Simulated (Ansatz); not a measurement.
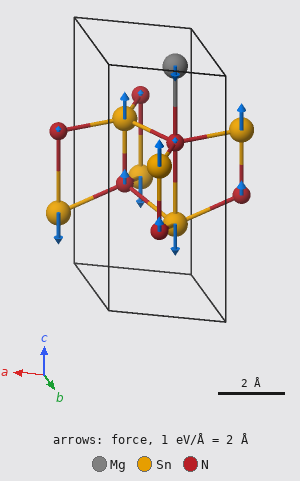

Starting geometry of crystalline MgSn₂N₂ (a generated structure, set up in P3m1) (coarse preliminary run) with the computed forces as blue arrows. The picture is a ball-and-stick view of the cell of the calculation, seen from a free direction.

Level of theory: DFT PBE, scalar-relativistic, plane waves, PAW (Ansatz). (plane-wave cutoff 420 eV; k-point mesh 6 × 6 × 2; occupations gaussian; smearing width 0.1 eV; no spin polarisation; cell and atoms relaxed; force threshold 0.04 eV/Å; at most 70 steps)

**What follows when this structure is relaxed?**

It isn't relaxed: the largest force vector, on a Sn atom, is 0.53 eV/Å. The final displacements have little in common with the starting forces (cosine between the two patterns 0.14). After 11 accepted moves (14 points after the start) the energy has fallen by 0.540 eV per cell of the calculation. The largest force component goes from 0.53 to 0.0042 eV/Å. Pressure: 0.04 GPa at the start and −0.09 GPa at the end. The line search rejected the trial step at point 7 of the run. The SCF was repeated twice at an unchanged geometry on a basis and grid sized afresh for the cell, which shifted the energy by 17.3 meV per cell of the calculation at most. The atom that moves furthest relative to the cell is an N atom (0.59 Å along +c). Largest moves by element: N 0.59 Å, Sn 0.29 Å, Mg 0.05 Å. The volume changes by +1.4 %, with a = b 3.648 → 3.481 Å (−4.6 %), c 8.213 → 9.147 Å (+11.4 %). Some distances before and after: N–Sn 2.729 → 3.901 Å, Mg–N 2.550 → 2.197 Å, N–Sn 2.170 → 2.110 Å, N–Sn 2.221 → 2.276 Å. Among the angles between lasting bonds that change: Mg–N–Sn 86.0° → 109.8°, N–Sn–N 86.0° → 109.8°, Sn–N–Sn 110.4° → 99.8°. The space group stays P3m1 (No. 156).

Limits of the set-up: the k-point mesh is coarse for a cell with partly filled bands.
